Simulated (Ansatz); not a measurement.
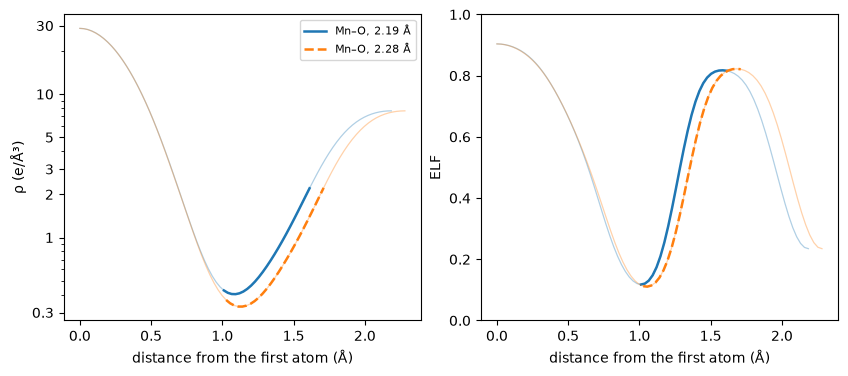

Figure 1: MnO. Valence pseudo-density and ELF along straight lines between neighbouring atoms. Thin, pale parts lie inside the atomic spheres.

Space group Amm2; started from the NiAs prototype, which need not be the ambient phase; changed on purpose from its base cell (atom 3 (O) moved 0.08 A along y); spin-polarised.

Theory: DFT PBE, scalar-relativistic, plane waves, PAW (Ansatz).

In a PAW calculation such maps are meaningful between the atoms, not at the nuclei.

```xyz
8
Lattice="0.0000 5.3312 0.0000 -3.0780 0.0000 0.0000 0.0000 0.0000 5.2996" Properties=species:S:1:pos:R:3 pbc="T T T"
Mn    0.0000    0.0000    0.0000
Mn   -1.5390    2.6656    0.0000
Mn    0.0000    0.0000    2.6498
Mn   -1.5390    2.6656    2.6498
O     0.0000    1.8571    1.3249
O    -1.5390    4.5227    1.3249
O    -1.5390    0.8885    3.9747
O     0.0000    3.5541    3.9747
```

Q: What can be read from the curves?

A: Mn–O (2.19 Å): ρ is about 0.4 e/Å³ halfway; the ELF peaks at about 0.80 in the valence shell of O, 0.6 Å from its nucleus, and is about 0.15 at the midpoint: no shared electron pair shows on this line.
Mn–O (2.28 Å): ρ is about 0.33 e/Å³ halfway; the ELF peaks at about 0.80 in the valence shell of O, 0.6 Å from its nucleus, and is about 0.15 at the midpoint; no localised pair shows between them.
